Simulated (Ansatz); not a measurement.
# SiO2: one change and its effect

System: SiO2 (12 atoms in the cell).
Method of the first run: Kohn-Sham DFT of a periodic cell, r2SCAN, Ansatz PAW, no spin polarisation (Ansatz 0.2.0).

The structure derives from a Materials Project entry. Text and figures count atoms from 1; the logs count them from 0 in places.

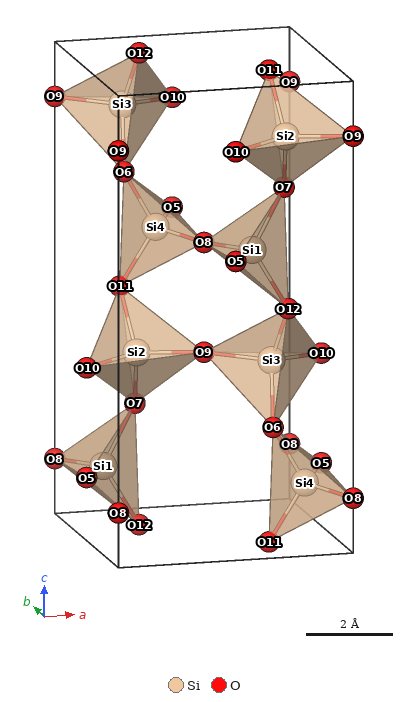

**Figure 1.** The starting structure (polyhedral view of the cell 2 times as large as that of the calculation, set on its symmetry axes, seen slightly off an axis; polyhedra are completed across the faces of the cell; atoms are numbered from 1 in the order of the input). An atom can appear more than once, as a periodic image.

**The input, the first run**
```yaml
crystal:
  lattice:
    - [-2.837898, 2.837898, 5.66021]
    - [2.837898, -2.837898, 5.66021]
    - [2.837898, 2.837898, -5.66021]
  atoms:
    - { symbol: Si, position: [0.875, 0.263618, 0.888618] }
    - { symbol: Si, position: [0.013618, 0.625, 0.888618] }
    - { symbol: Si, position: [0.736382, 0.125, 0.111382] }
    - { symbol: Si, position: [0.375, 0.986382, 0.111382] }
    - { symbol: O, position: [0.633727, 0.133727, 0.5] }
    - { symbol: O, position: [0.467877, 0.967877, 0.935754] }
    - { symbol: O, position: [0.032123, 0.532123, 0.064246] }
    - { symbol: O, position: [0.116273, 0.116273, 0.0] }
    - { symbol: O, position: [0.883727, 0.883727, 0.0] }
    - { symbol: O, position: [0.866273, 0.366273, 0.5] }
    - { symbol: O, position: [0.282123, 0.717877, 0.0] }
    - { symbol: O, position: [0.717877, 0.282123, 0.0] }
hamiltonian:
  xc: r2scan
  pseudopotentials: { kind: paw }
kpoints:
  mp_grid: { grid: [7, 7, 7] }
scf:
  occupations: { method: fermi_dirac, width: 0.05 }
output:
  forces: true
  stress: true
  eigenvalues: true
relax:
  f_tol: 0.01
  max_steps: 40
  cell: { stress_tol: 0.05 }
```

Launched with:
```bash
ansatz run input.yaml --threads 4 --pin off --max-ram 11264MiB --backend cpu --events-out ev --progress --plain --runs-dir out
```

Hardware: 4 threads of Arm Neoverse V1, 24 GiB of memory available, shared host.

**Output, shortened to warnings, some set-up lines, iterations and results (the first run)**
```
Basis set: ecut = 500 eV, 4613 PW (Γ), exchange–correlation on 216×216×216 points (64 copies of the dense FFT grid, shifted against one another)
Symmetry: 8 space group operations
k-points: 40 of 343 (time reversal used)
Initial density: superposition of atomic densities (neutral atoms: chi_scale 0, normalization atom), corrected by the library's trained network
[...]
SCF iter   1: F=—  HF=-7118.072903 eV  |F-HF|=—  |Δ(HF+E_count)|=         —  Δρ=6.95e-3  dr2=8.97e-2  dr2_τ=9.84e-1  ethr=1.77e-3  ⟨swp⟩=6.6  Hψ=9239  notcnv=0  defer=68
SCF iter   2: F=—  HF=-7118.405315 eV  |F-HF|=—  |Δ(HF+E_count)|=   3.32e-1  Δρ=4.49e-3  dr2=2.57e-2  dr2_τ=1.91e-3  ethr=1.40e-4  ⟨swp⟩=3.0  Hψ=3926  notcnv=0  defer=187
SCF iter   3: F=—  HF=-7118.401943 eV  |F-HF|=—  |Δ(HF+E_count)|=   3.37e-3  Δρ=6.14e-4  dr2=6.43e-4  dr2_τ=2.50e-4  ethr=4.02e-5  ⟨swp⟩=2.0  Hψ=2826  notcnv=0  defer=187
SCF iter   4: F=—  HF=-7118.402028 eV  |F-HF|=—  |Δ(HF+E_count)|=   8.49e-5  Δρ=2.33e-4  dr2=5.84e-5  dr2_τ=6.03e-6  ethr=1.00e-6  ⟨swp⟩=2.0  Hψ=2848  notcnv=0  defer=187
SCF iter   5: F=—  HF=-7118.402013 eV  |F-HF|=—  |Δ(HF+E_count)|=   1.46e-5  Δρ=1.13e-4  dr2=1.87e-5  dr2_τ=2.05e-6  ethr=9.12e-8  ⟨swp⟩=2.0  Hψ=2810  notcnv=0  defer=187
[... 37 lines ...]
SCF iter   3: F=—  HF=-7118.471267 eV  |F-HF|=—  |Δ(HF+E_count)|=   7.47e-7  Δρ=4.69e-6  dr2=1.90e-8  dr2_τ=5.32e-9  ethr=4.85e-10  ⟨swp⟩=2.5  Hψ=3018  notcnv=0
SCF iter   4: F=—  HF=-7118.471267 eV  |F-HF|=—  |Δ(HF+E_count)|=   1.93e-9  Δρ=6.22e-7  dr2=2.69e-10  dr2_τ=9.66e-11  ethr=2.97e-11  ⟨swp⟩=2.0  Hψ=2815  notcnv=0
SCF iter   5: F=-7118.471267 eV  HF=-7118.471267 eV  |F-HF|=4.27e-11  |Δ(HF+E_count)|=  4.70e-10  Δρ=2.51e-7  dr2=7.86e-11  dr2_τ=1.27e-11  ethr=1.00e-12  ⟨swp⟩=7.6  Hψ=7386  …
SCF 6 converged in 5 iterations: F = -7118.471267 eV  dr2 = 7.86e-11
relax step   6: F+E_penalty+E_count = -7118.47126714 eV  Δ(F+E_penalty+E_count) = +2.081e-3 eV  max|allowed force component| = 1.969e-3 eV/Å  Δτ_max = 0.0000 Å  P = +0.014 …
basis re-selected at this cell: Δ(F+E_penalty+E_count) = +2.081e-3 eV, ΔP = +0.015 GPa vs the last step (what re-selecting the basis moved, of the pressure what is left beyond the Pulay correction that the steps carried, after the strain that the cell walked since its last selection, with what the …
SCF converged after 5 iterations
Free energy (F): -7118.471267 eV
Harris-Foulkes:  -7118.471267 eV  (|F-HF|=4.27e-11)
Internal energy: -7118.471267 eV  (E = F + TS)
E sigma→0 (E₀):  -7118.471267 eV
Fermi energy:    3.952362 eV
--- Per-component energies (eV) ---
  E_band       = -406.935263
  E_kinetic    = 1620.851075
  E_local      = -4794.935488  (includes V_loc(G=0)·N_el)
  E_nonlocal   = 471.360347
  E_hartree    = 1803.027188
  E_xc         = -799.892872
  E_vxc        = -1059.028822  (∫ρ·V_xc dr)
  E_paw        = -3367.386148  (= ΣΔE_a)
  E_vpaw       = -317.994865  (= ΣTr[D̂ρ^β])
  E_aug_tail   = 0.008527  (compensation charges beyond the density's cutoff)
  E_vtau       = 66.749313  (kinetic-family band-sum trace: ∫τ·v_τ [+ j·A + Jᵃ·Aᵃ] dr)
  E_ewald      = -2050.942637
  E_core_change = -0.561259  (= ΣΔE_core)
  E_smearing   = -0.000000  (= −TS)
  E_closure    = -0.000000  (closes the sum)
  Σ components = -7118.471267   (vs F -7118.471267, Δ=0.00e0)
--- Forces (eV/Å), atoms counted from 1 ---
  atom   1  Si     0.00083759     0.00000000     0.00000000
  atom   2  Si    -0.00000000     0.00083759    -0.00000000
  atom   3  Si    -0.00000000    -0.00083759     0.00000000
  atom   4  Si    -0.00083759     0.00000000    -0.00000000
  atom   5  O      0.00000000     0.00000000    -0.00196930
  atom   6  O     -0.00015847    -0.00015847     0.00000000
  atom   7  O      0.00015847     0.00015847     0.00000000
  atom   8  O      0.00000000    -0.00000000     0.00196930
  atom   9  O     -0.00000000     0.00000000    -0.00196930
  atom  10  O     -0.00000000     0.00000000     0.00196930
  atom  11  O     -0.00015847     0.00015847    -0.00000000
  atom  12  O      0.00015847    -0.00015847     0.00000000
  max |Σ_I F_I| component: 4.09e-18 eV/Å
--- Stress (GPa, compression-positive) ---
        0.014599       0.000000       0.000000
        0.000000       0.014599      -0.000000
        0.000000      -0.000000       0.014222
  P = ⅓ Tr σ = 0.0145 GPa (0.145 kbar)
[...]
```

The input of the second run differs as follows (lines with − go, lines with + come):
```diff
-  xc: r2scan
+  xc: lda
```

What does this change do to the results?

The total energies belong to different methods, so their difference says nothing on which is more stable or more accurate. The gap on the mesh goes from 5.58 to 4.81 eV. The volume per atom goes from 14.75 to 14.53 Å³. The functional changes from r2SCAN to LDA. The SCF takes 52 iterations over all geometry steps against 35. The default cutoff goes from 500 to 420 eV with the change. On the same kind of shared host the second run took about 0.7 times as long.

**Output, shortened to warnings, some set-up lines, iterations and results (the second run)**
```
Basis set: ecut = 420 eV, 3571 PW (Γ)
Symmetry: 8 space group operations
k-points: 40 of 343 (time reversal used)
Initial density: superposition of atomic densities (neutral atoms: chi_scale 0, normalization atom), corrected by the library's trained network
[...]
SCF iter   1: F=—  HF=-6889.048153 eV  |F-HF|=—  |Δ(HF+E_count)|=         —  Δρ=1.27e-2  dr2=2.63e-1  ethr=1.77e-3  ⟨swp⟩=6.8  Hψ=9315  notcnv=0  defer=59
SCF iter   2: F=—  HF=-6888.974930 eV  |F-HF|=—  |Δ(HF+E_count)|=   7.32e-2  Δρ=3.40e-3  dr2=7.05e-3  ethr=4.11e-4  ⟨swp⟩=2.1  Hψ=3315  notcnv=0  defer=187
SCF iter   3: F=—  HF=-6888.973184 eV  |F-HF|=—  |Δ(HF+E_count)|=   1.75e-3  Δρ=1.49e-3  dr2=2.49e-3  ethr=1.10e-5  ⟨swp⟩=2.4  Hψ=2678  notcnv=0  defer=187
SCF iter   4: F=—  HF=-6888.972719 eV  |F-HF|=—  |Δ(HF+E_count)|=   4.65e-4  Δρ=6.05e-4  dr2=4.72e-4  ethr=3.89e-6  ⟨swp⟩=1.0  Hψ=1573  notcnv=0  defer=187
SCF iter   5: F=—  HF=-6888.972646 eV  |F-HF|=—  |Δ(HF+E_count)|=   7.32e-5  Δρ=1.64e-4  dr2=5.45e-5  ethr=7.37e-7  ⟨swp⟩=2.0  Hψ=2409  notcnv=0  defer=187
[... 60 lines ...]
SCF iter   3: F=—  HF=-6889.104550 eV  |F-HF|=—  |Δ(HF+E_count)|=   1.44e-8  Δρ=7.13e-6  dr2=1.21e-8  ethr=1.66e-10  ⟨swp⟩=2.0  Hψ=2713  notcnv=0
SCF iter   4: F=—  HF=-6889.104550 eV  |F-HF|=—  |Δ(HF+E_count)|=   4.93e-9  Δρ=3.30e-7  dr2=2.87e-10  ethr=1.89e-11  ⟨swp⟩=2.0  Hψ=3040  notcnv=0
SCF iter   5: F=-6889.104550 eV  HF=-6889.104550 eV  |F-HF|=3.27e-11  |Δ(HF+E_count)|=  3.02e-10  Δρ=2.41e-7  dr2=8.74e-11  ethr=1.00e-12  ⟨swp⟩=7.4  Hψ=6972  notcnv=0
SCF 9 converged in 5 iterations: F = -6889.104550 eV  dr2 = 8.74e-11
relax step   9: F+E_penalty+E_count = -6889.10455034 eV  Δ(F+E_penalty+E_count) = +3.089e-3 eV  max|allowed force component| = 8.230e-3 eV/Å  Δτ_max = 0.0000 Å  P = -0.010 …
basis re-selected at this cell: Δ(F+E_penalty+E_count) = +3.089e-3 eV, ΔP = -0.015 GPa vs the last step (what re-selecting the basis moved, of the pressure what is left beyond the Pulay correction that the steps carried, after the strain that the cell walked since its last selection, with what the …
SCF converged after 5 iterations
Free energy (F): -6889.104550 eV
Harris-Foulkes:  -6889.104550 eV  (|F-HF|=3.27e-11)
Internal energy: -6889.104550 eV  (E = F + TS)
E sigma→0 (E₀):  -6889.104550 eV
Fermi energy:    3.812925 eV
--- Per-component energies (eV) ---
  E_band       = -372.577508
  E_kinetic    = 1603.800799
  E_local      = -4761.266559  (includes V_loc(G=0)·N_el)
  E_nonlocal   = 501.853288
  E_hartree    = 1770.553932
  E_xc         = -803.182005
  E_vxc        = -939.990803  (∫ρ·V_xc dr)
  E_paw        = -3132.236852  (= ΣΔE_a)
  E_vpaw       = -318.102836  (= ΣTr[D̂ρ^β])
  E_aug_tail   = 0.021003  (compensation charges beyond the density's cutoff)
  E_ewald      = -2069.760851
  E_core_change = 1.112695  (= ΣΔE_core)
  E_smearing   = -0.000000  (= −TS)
  E_closure    = 0.000000  (closes the sum)
  Σ components = -6889.104550   (vs F -6889.104550, Δ=0.00e0)
--- Forces (eV/Å), atoms counted from 1 ---
  atom   1  Si    -0.00822992     0.00000000     0.00000000
  atom   2  Si    -0.00000000    -0.00822992     0.00000000
  atom   3  Si    -0.00000000     0.00822992    -0.00000000
  atom   4  Si     0.00822992     0.00000000     0.00000000
  atom   5  O      0.00000000     0.00000000     0.00549088
  atom   6  O     -0.00626550    -0.00626550     0.00000000
  atom   7  O      0.00626550     0.00626550     0.00000000
  atom   8  O     -0.00000000    -0.00000000    -0.00549088
  atom   9  O     -0.00000000    -0.00000000     0.00549088
  atom  10  O     -0.00000000     0.00000000    -0.00549088
  atom  11  O     -0.00626550     0.00626550    -0.00000000
  atom  12  O      0.00626550    -0.00626550     0.00000000
  max |Σ_I F_I| component: 6.94e-18 eV/Å
--- Stress (GPa, compression-positive) ---
       -0.018250       0.000000       0.000000
        0.000000      -0.018250      -0.000000
        0.000000      -0.000000       0.006425
  P = ⅓ Tr σ = -0.0100 GPa (-0.100 kbar)
--- Relaxed structure (7 steps of the walk, 7 accepted, 2 SCFs on fresh bases) ---
[...]
```

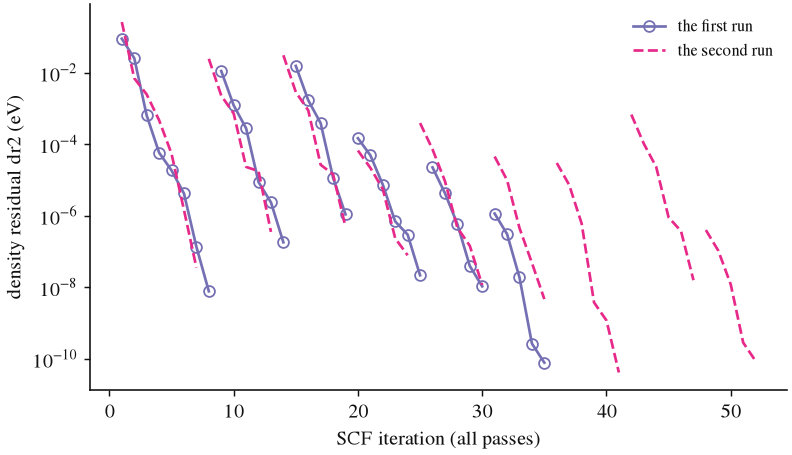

**Figure 2.** Convergence of the two runs: density residual dr2 against the SCF iteration. A break in a curve parts two SCF passes. The first run takes 35 iterations in all, and the second run takes 52.

**The two runs side by side**

| quantity | the first run | the second run |
| --- | --- | --- |
| outcome | converged | converged |
| free energy per atom (eV) | −593.2059 | −574.0920 |
| gap on the mesh (eV) | 5.58 | 4.81 |
| pressure (GPa) | 0.01 | −0.01 |
| volume per atom (Å³) | 14.75 | 14.53 |
| largest force (eV/Å) | 0.002 | 0.009 |
| SCF iterations | 35 | 52 |
| irreducible k-points | 40 | 40 |
| wall time (shared host) | 1.8 min | 76 s |
